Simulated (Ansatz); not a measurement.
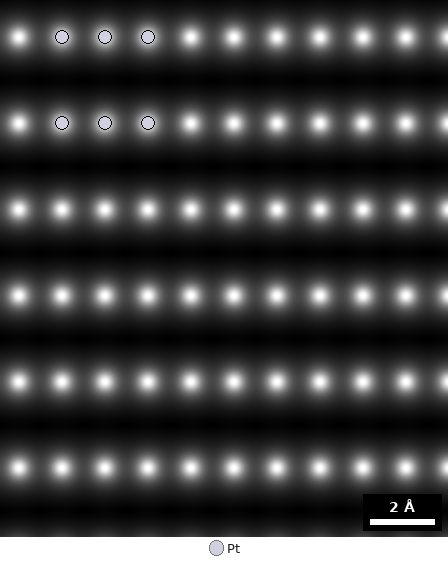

Projected-potential map of Pt (P6/mmm, No. 191) along [210]. Computed as the sum of neutral-atom potentials (tabulated electron scattering factors, B = 0.5 Å²) projected along the beam and smoothed by 0.25 Å; brighter is more positive. The display is stretched by a gamma of 0.6; percentages refer to the linear signal. Atomic positions: the end point of a relaxation with DFT PBE, scalar-relativistic, plane waves, PAW in Ansatz; the starting structure was generated, so it need not be a known form of this composition.

Coloured dots in one corner mark the columns of the model.

What can be read from this image?

Answer. The columns repeat on a rectangular net of 1.34 × 2.69 Å (plane group p2mm). All columns are alike (Pt). The shortest distance between visible columns is 1.34 Å in projection. Along the beam the structure repeats every 4.66 Å.

What mean inner potential do neutral atoms give for this crystal?

Answer. About 31 V (the sum of the forward scattering factors over the cell volume; bonding usually lowers the true value).
